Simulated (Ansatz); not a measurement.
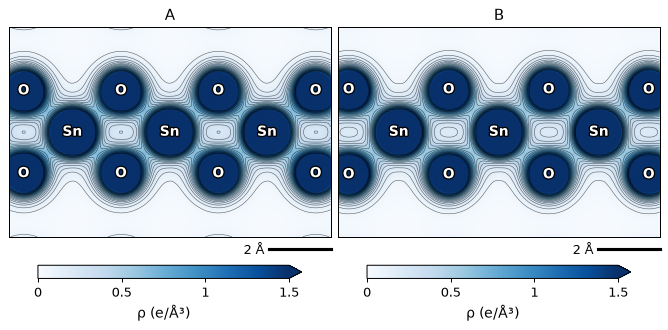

SnO2. The valence electron density of two cells that differ in size, on the (110) plane of each (indices in the axes of the calculation cell), at one length scale and on one colour scale; one has 13.6 and the other 14.8 Å³ an atom.

Computed with Ansatz 0.2.0, Kohn-Sham DFT of a periodic cell, PBEsol, Ansatz PAW.

In a PAW calculation such maps are meaningful between the atoms, not at the nuclei.

Q: Which is the denser cell? Describe the effect of the change.

A: Panel A is the smaller cell, by 8 % in volume. From the larger cell to the smaller, Sn–O goes from 2.14 to 2.08 Å, and the density at its midpoint from 0.59 to 0.66 e/Å³; the pressure goes from −8 to 4.4 GPa; the Kohn–Sham gap goes from 1.7 eV to 2.3 eV.
